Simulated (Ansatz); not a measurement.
**Sn3O4: a changed input and its effect**

System: Sn3O4 (14 atoms in the cell).
Method of run 1: DFT PBE, scalar-relativistic, plane waves, PAW, no spin polarisation (Ansatz 0.2.0).

The structure derives from a Materials Project entry. Text and figures count atoms from 1; the logs count them from 0 in places.

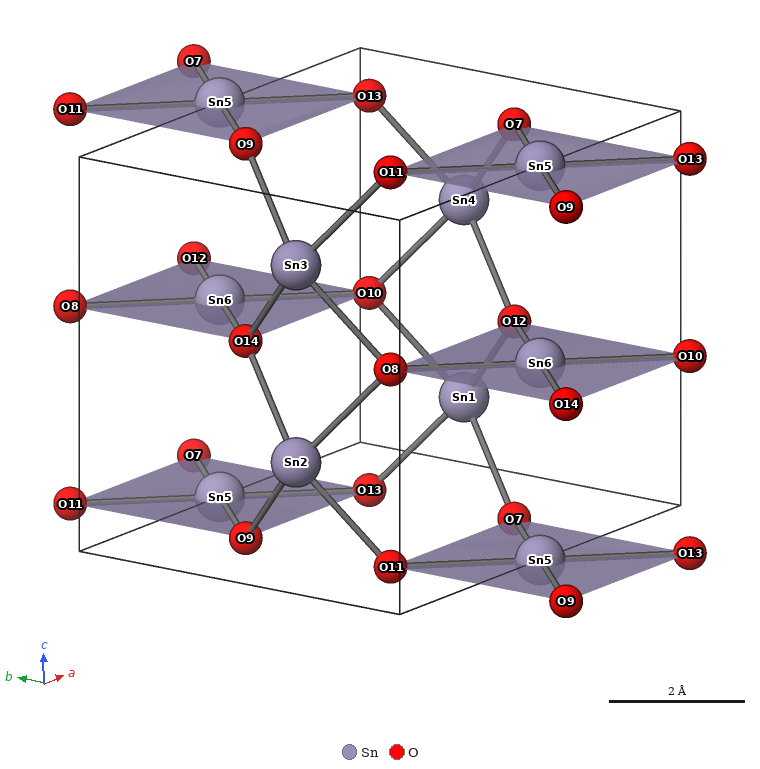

**Figure 1.** The structure (polyhedral view of the cell of the calculation, seen at an oblique angle; polyhedra are completed across the faces of the cell; atoms are numbered from 1 in the order of the input).

**The input, run 1**
```yaml
crystal:
  lattice:
    - [7.1964843136, 0.0, 0.0066358109]
    - [0.0, 5.8453674166, 0.0]
    - [-0.006895503, 0.0, 6.0986465819]
  atoms:
    - { symbol: Sn, position: [0.7989685332, 0.5000002816, 0.2500171667] }
    - { symbol: Sn, position: [0.2010314668, 0.5000002816, 0.2499828333] }
    - { symbol: Sn, position: [0.2010314668, 0.4999997184, 0.7499828333] }
    - { symbol: Sn, position: [0.7989685332, 0.4999997184, 0.7500171667] }
    - { symbol: Sn, position: [0.5, 0.0, 0.0] }
    - { symbol: Sn, position: [0.5, 0.0, 0.5] }
    - { symbol: O, position: [0.7200340225, 0.2739681733, 1.0000024878] }
    - { symbol: O, position: [0.2799659775, 0.2739681733, 0.4999975122] }
    - { symbol: O, position: [0.2799659775, 0.7260318267, -2.4878e-06] }
    - { symbol: O, position: [0.7200340225, 0.7260318267, 0.5000024878] }
    - { symbol: O, position: [0.279717676, 0.2737734246, -1.9187e-06] }
    - { symbol: O, position: [0.720282324, 0.2737734246, 0.5000019187] }
    - { symbol: O, position: [0.720282324, 0.7262265754, 1.0000019187] }
    - { symbol: O, position: [0.279717676, 0.7262265754, 0.4999980813] }
basis:
  ecutwfc: 420
kpoints:
  mp_grid: { grid: [6, 6, 6] }
  band_path:
    path:
      - [0.0, 0.0, 0.0]
      - [0.0, 0.5, 0.0]
      - [0.0, 0.5, 0.5]
      - [0.0, 0.0, 0.5]
      - [0.0, 0.0, 0.0]
      - [-0.5, 0.0, 0.5]
      - [-0.5, 0.5, 0.5]
      - [0.0, 0.5, 0.0]
      - [-0.5, 0.5, 0.0]
      - [-0.5, 0.0, 0.0]
      - [0.0, 0.0, 0.0]
    npoints: 10
hamiltonian:
  xc: pbe
scf:
  occupations: { method: gaussian, width: 0.1 }
  n_extra_bands: 35
output:
  forces: true
  stress: true
  eigenvalues: true
  populations: true
  dos: { projected: true, de: 0.02, nscf_kmesh: { grid: [9, 9, 9] } }
  bader: false
  write_density: true
  write_potential: true
  elf: true
  volumetric_format: npy
```

Command:
```bash
ansatz run input.yaml --threads 4 --pin off --max-ram 10240MiB --backend cpu --events-out ev --progress --plain --runs-dir out
```

Hardware: 4 threads of Arm Neoverse V1, 24 GiB of memory available, shared host.

**Output, shortened to warnings, some set-up lines, iterations and results (run 1)**
```
Basis set: ecut = 420 eV, 4995 PW (Γ), exchange–correlation on 100×80×90 points (8 copies of the dense FFT grid, shifted against one another)
Symmetry: 4 space group operations
k-points: 80 of 216
Initial density: superposition of atomic densities (neutral atoms: chi_scale 0, normalization atom), corrected by the library's trained network
[...]
SCF iter   1: F=—  HF=-40681.215492 eV  |F-HF|=—  |Δ(HF+E_count)|=         —  Δρ=3.46e-3  dr2=4.12e-2  ethr=1.77e-3  ⟨swp⟩=5.3  Hψ=34369  notcnv=0  defer=1408
SCF iter   2: F=—  HF=-40681.211946 eV  |F-HF|=—  |Δ(HF+E_count)|=   3.55e-3  Δρ=1.83e-3  dr2=9.87e-3  ethr=3.12e-5  ⟨swp⟩=1.5  Hψ=9810  notcnv=0  defer=1550
SCF iter   3: F=—  HF=-40681.211902 eV  |F-HF|=—  |Δ(HF+E_count)|=   4.34e-5  Δρ=3.11e-4  dr2=3.56e-4  ethr=7.48e-6  ⟨swp⟩=2.0  Hψ=8036  notcnv=0  defer=1550
SCF iter   4: F=—  HF=-40681.212043 eV  |F-HF|=—  |Δ(HF+E_count)|=   1.40e-4  Δρ=1.13e-4  dr2=3.79e-5  ethr=2.70e-7  ⟨swp⟩=2.0  Hψ=10885  notcnv=0  defer=1550
SCF iter   5: F=—  HF=-40681.211514 eV  |F-HF|=—  |Δ(HF+E_count)|=   5.29e-4  Δρ=1.41e-4  dr2=4.98e-5  ethr=2.87e-8  ⟨swp⟩=2.0  Hψ=8706  notcnv=0  defer=1550
SCF iter   6: F=—  HF=-40681.211508 eV  |F-HF|=—  |Δ(HF+E_count)|=   6.17e-6  Δρ=6.06e-5  dr2=9.36e-6  ethr=2.87e-8  ⟨swp⟩=2.0  Hψ=8643  notcnv=0  defer=1550
SCF iter   7: F=—  HF=-40681.211507 eV  |F-HF|=—  |Δ(HF+E_count)|=   8.10e-7  Δρ=2.18e-5  dr2=1.08e-6  ethr=7.09e-9  ⟨swp⟩=2.0  Hψ=7680  notcnv=0  defer=1550
SCF iter   8: F=-40681.211507 eV  HF=-40681.211507 eV  |F-HF|=3.71e-8  |Δ(HF+E_count)|=   1.57e-7  Δρ=3.99e-6  dr2=5.30e-8  ethr=7.58e-11  ⟨swp⟩=18.9  Hψ=75942  notcnv=0
SCF 1 converged in 8 iterations: F = -40681.211507 eV  dr2 = 5.30e-8
NSCF: frozen V_eff on 101 k-points
NSCF: frozen V_eff on 205 k-points
SCF converged after 8 iterations
Free energy (F): -40681.211507 eV
Harris-Foulkes:  -40681.211507 eV  (|F-HF|=3.71e-8)
Internal energy: -40681.210386 eV  (E = F + TS)
E sigma→0 (E₀):  -40681.210946 eV
Entropy (-TS):   -0.001121 eV (-0.080 meV/atom)
Fermi energy:    7.043468 eV
--- Per-component energies (eV) ---
  E_band       = -849.399801
  E_kinetic    = 2518.024885
  E_local      = -10865.286617  (includes V_loc(G=0)·N_el)
  E_nonlocal   = 199.678095
  E_hartree    = 5540.581367
  E_xc         = -2873.095431
  E_vxc        = -1315.722939  (∫ρ·V_xc dr)
  E_paw        = -26114.591637  (= ΣΔE_a)
  E_vpaw       = -2467.266640  (= ΣTr[D̂ρ^β])
  E_aug_tail   = 0.019185  (compensation charges beyond the density's cutoff)
  E_ewald      = -9086.540234
  E_smearing   = -0.001121  (= −TS)
  E_closure    = 0.000000  (closes the sum)
  Σ components = -40681.211507   (vs F -40681.211507, Δ=0.00e0)
--- Forces (eV/Å), atoms counted from 1 ---
  atom   1  Sn     0.00040253     0.00000501     0.00002543
  atom   2  Sn    -0.00040253     0.00000501    -0.00002543
  atom   3  Sn    -0.00040253    -0.00000501    -0.00002543
  atom   4  Sn     0.00040253    -0.00000501     0.00002543
  atom   5  Sn    -0.00000000    -0.00000000     0.00000000
  atom   6  Sn     0.00000000     0.00000000     0.00000000
  atom   7  O     -0.00116881    -0.00211305    -0.00007885
  atom   8  O      0.00116881    -0.00211305     0.00007885
  atom   9  O      0.00116881     0.00211305     0.00007885
  atom  10  O     -0.00116881     0.00211305    -0.00007885
  atom  11  O      0.00215962    -0.00149703     0.00005270
  atom  12  O     -0.00215962    -0.00149703    -0.00005270
  atom  13  O     -0.00215962     0.00149703    -0.00005270
  atom  14  O      0.00215962     0.00149703     0.00005270
  max |Σ_I F_I| component: 5.42e-20 eV/Å
--- Stress (GPa, compression-positive) ---
       -0.008294       0.000000       0.005508
        0.000000       0.003038      -0.000000
        0.005508      -0.000000      -0.018714
  P = ⅓ Tr σ = -0.0080 GPa (-0.080 kbar)
--- Löwdin populations: 14 sites ---
  site symbol       q [e]
     0     Sn     12.7502
     1     Sn     12.7502
     2     Sn     12.7502
     3     Sn     12.7502
     4     Sn     13.0513
     5     Sn     13.0513
     6      O      6.7791
     7      O      6.7791
     8      O      6.7791
     9      O      6.7791
    10      O      6.7791
    11      O      6.7791
    12      O      6.7791
    13      O      6.7791
  spilling = 0.005025 (of n_electrons = 132.000000)
```

The input of run 2 differs as follows (lines with − go, lines with + come):
```diff
-  ecutwfc: 420
+  ecutwfc: 500
-  xc: pbe
+  xc: r2scan
```

How does run 2 compare with run 1?

The total energies belong to different methods, so their difference says nothing on which is more stable or more accurate. The pressure goes from −0.01 to −4.60 GPa. The largest force goes from 0.003 to 0.307 eV/Å. The functional changes from PBE to r2SCAN. The number of SCF iterations is the same. The plane waves at Γ go from 4995 to 6497. On the same kind of shared host run 2 took about 1.6 times as long.

**Output, shortened to warnings, some set-up lines, iterations and results (run 2)**
```
Basis set: ecut = 500 eV, 6497 PW (Γ), exchange–correlation on 216×180×180 points (64 copies of the dense FFT grid, shifted against one another)
Symmetry: 4 space group operations
k-points: 80 of 216
Initial density: superposition of atomic densities (neutral atoms: chi_scale 0, normalization atom), corrected by the library's trained network
[...]
SCF iter   1: F=—  HF=-40777.204952 eV  |F-HF|=—  |Δ(HF+E_count)|=         —  Δρ=9.86e-3  dr2=2.45e-1  dr2_τ=4.25e-1  ethr=1.77e-3  ⟨swp⟩=5.1  Hψ=33879  notcnv=0  defer=1471
SCF iter   2: F=—  HF=-40777.433831 eV  |F-HF|=—  |Δ(HF+E_count)|=   2.29e-1  Δρ=6.10e-3  dr2=9.19e-2  dr2_τ=2.80e-3  ethr=1.86e-4  ⟨swp⟩=2.0  Hψ=12608  notcnv=0  defer=2282
SCF iter   3: F=—  HF=-40777.437309 eV  |F-HF|=—  |Δ(HF+E_count)|=   3.48e-3  Δρ=2.13e-3  dr2=3.03e-2  dr2_τ=1.19e-3  ethr=6.96e-5  ⟨swp⟩=2.0  Hψ=8503  notcnv=0  defer=2282
SCF iter   4: F=—  HF=-40777.429649 eV  |F-HF|=—  |Δ(HF+E_count)|=   7.66e-3  Δρ=5.97e-4  dr2=3.05e-3  dr2_τ=7.43e-5  ethr=2.29e-5  ⟨swp⟩=2.8  Hψ=12240  notcnv=0  defer=2281
SCF iter   5: F=—  HF=-40777.429091 eV  |F-HF|=—  |Δ(HF+E_count)|=   5.57e-4  Δρ=2.44e-4  dr2=1.25e-4  dr2_τ=1.00e-5  ethr=2.31e-6  ⟨swp⟩=2.4  Hψ=10961  notcnv=0  defer=2281
SCF iter   6: F=—  HF=-40777.429151 eV  |F-HF|=—  |Δ(HF+E_count)|=   6.03e-5  Δρ=1.10e-4  dr2=4.21e-5  dr2_τ=2.47e-6  ethr=9.50e-8  ⟨swp⟩=2.2  Hψ=10915  notcnv=0  defer=2281
SCF iter   7: F=—  HF=-40777.429182 eV  |F-HF|=—  |Δ(HF+E_count)|=   3.07e-5  Δρ=2.29e-5  dr2=1.39e-6  dr2_τ=3.06e-8  ethr=3.19e-8  ⟨swp⟩=3.0  Hψ=11567  notcnv=0  defer=2281
SCF iter   8: F=-40777.429182 eV  HF=-40777.429182 eV  |F-HF|=2.43e-8  |Δ(HF+E_count)|=   8.36e-8  Δρ=5.34e-6  dr2=5.79e-8  dr2_τ=6.33e-9  ethr=7.58e-11  ⟨swp⟩=18.9  Hψ=79040 …
SCF 1 converged in 8 iterations: F = -40777.429182 eV  dr2 = 5.79e-8
NSCF: frozen V_eff on 101 k-points
NSCF: frozen V_eff on 205 k-points
SCF converged after 8 iterations
Free energy (F): -40777.429182 eV
Harris-Foulkes:  -40777.429182 eV  (|F-HF|=2.43e-8)
Internal energy: -40777.428089 eV  (E = F + TS)
E sigma→0 (E₀):  -40777.428635 eV
Entropy (-TS):   -0.001094 eV (-0.078 meV/atom)
Fermi energy:    6.921295 eV
--- Per-component energies (eV) ---
  E_band       = -947.219332
  E_kinetic    = 2521.879399
  E_local      = -10868.640057  (includes V_loc(G=0)·N_el)
  E_nonlocal   = 192.577971
  E_hartree    = 5550.646489
  E_xc         = -2818.921970
  E_vxc        = -1451.807674  (∫ρ·V_xc dr)
  E_paw        = -26272.594050  (= ΣΔE_a)
  E_vpaw       = -2535.506131  (= ΣTr[D̂ρ^β])
  E_aug_tail   = 0.007972  (compensation charges beyond the density's cutoff)
  E_vtau       = 92.977375  (kinetic-family band-sum trace: ∫τ·v_τ [+ j·A + Jᵃ·Aᵃ] dr)
  E_ewald      = -9086.540234
  E_core_change = 4.156392  (= ΣΔE_core)
  E_smearing   = -0.001094  (= −TS)
  E_closure    = 0.000000  (closes the sum)
  Σ components = -40777.429182   (vs F -40777.429182, Δ=0.00e0)
--- Forces (eV/Å), atoms counted from 1 ---
  atom   1  Sn    -0.22103849     0.00000302    -0.00029005
  atom   2  Sn     0.22103849     0.00000302     0.00029005
  atom   3  Sn     0.22103849    -0.00000302     0.00029005
  atom   4  Sn    -0.22103849    -0.00000302    -0.00029005
  atom   5  Sn    -0.00000000    -0.00000000     0.00000000
  atom   6  Sn     0.00000000     0.00000000     0.00000000
  atom   7  O     -0.01892765     0.30539470    -0.00006167
  atom   8  O      0.01892765     0.30539470     0.00006167
  atom   9  O      0.01892765    -0.30539470     0.00006167
  atom  10  O     -0.01892765    -0.30539470    -0.00006167
  atom  11  O      0.02076087     0.30642411     0.00003448
  atom  12  O     -0.02076087     0.30642411    -0.00003448
  atom  13  O     -0.02076087    -0.30642411    -0.00003448
  atom  14  O      0.02076087    -0.30642411     0.00003448
  max |Σ_I F_I| component: 3.12e-17 eV/Å
--- Stress (GPa, compression-positive) ---
       -3.229385       0.000000       0.009046
        0.000000      -5.117768       0.000000
        0.009046       0.000000      -5.445372
  P = ⅓ Tr σ = -4.5975 GPa (-45.975 kbar)
--- Löwdin populations: 14 sites ---
  site symbol       q [e]
     0     Sn     12.6814
     1     Sn     12.6814
     2     Sn     12.6814
     3     Sn     12.6814
     4     Sn     12.9959
     5     Sn     12.9959
     6      O      6.8218
     7      O      6.8218
     8      O      6.8218
     9      O      6.8218
    10      O      6.8219
    11      O      6.8219
    12      O      6.8219
    13      O      6.8219
  spilling = 0.005363 (of n_electrons = 132.000000)
```

**The two runs side by side**

| quantity | run 1 | run 2 |
| --- | --- | --- |
| outcome | converged | converged |
| free energy per atom (eV) | −2905.8008 | −2912.6735 |
| pressure (GPa) | −0.01 | −4.60 |
| largest force (eV/Å) | 0.003 | 0.307 |
| SCF iterations | 8 | 8 |
| irreducible k-points | 80 | 80 |
| plane waves at Γ | 4995 | 6497 |
| wall time (shared host) | 3.2 min | 5.2 min |
